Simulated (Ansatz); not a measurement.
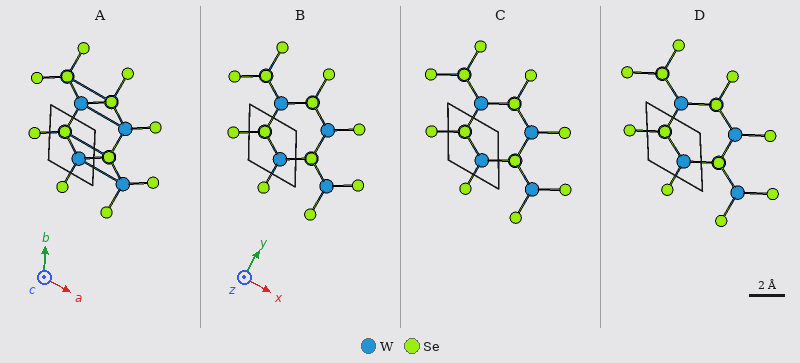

Frames of a one-coordinate scan of solid WSe$_{2}$ (P6_3/mmc). x, y and z are the Cartesian axes of the input. A ball-and-stick model of the cell of the calculation, repeated 2 × 2 × 1 with one cell outlined, seen along the c axis.

Method: DFT PBE+D3(BJ), scalar-relativistic, plane waves, PAW (Ansatz 0.2.0). (plane-wave cutoff 420 eV; k-point mesh 12 × 12 × 2; occupations gaussian; smearing width 0.05 eV; no spin polarisation). Energies (free energies at the smearing named) are counted from the relaxed crystal.

Which coordinate changes from frame to frame?

Answer. The cell is strained along x alone, with the atoms kept at their fractional coordinates. In the frames the strain is −0.10 (A), −0.05 (B), 0.025 (C), 0.10 (D). Their energies are 200.6 meV/atom, 43.2 meV/atom, 8.8 meV/atom, 116.5 meV/atom.
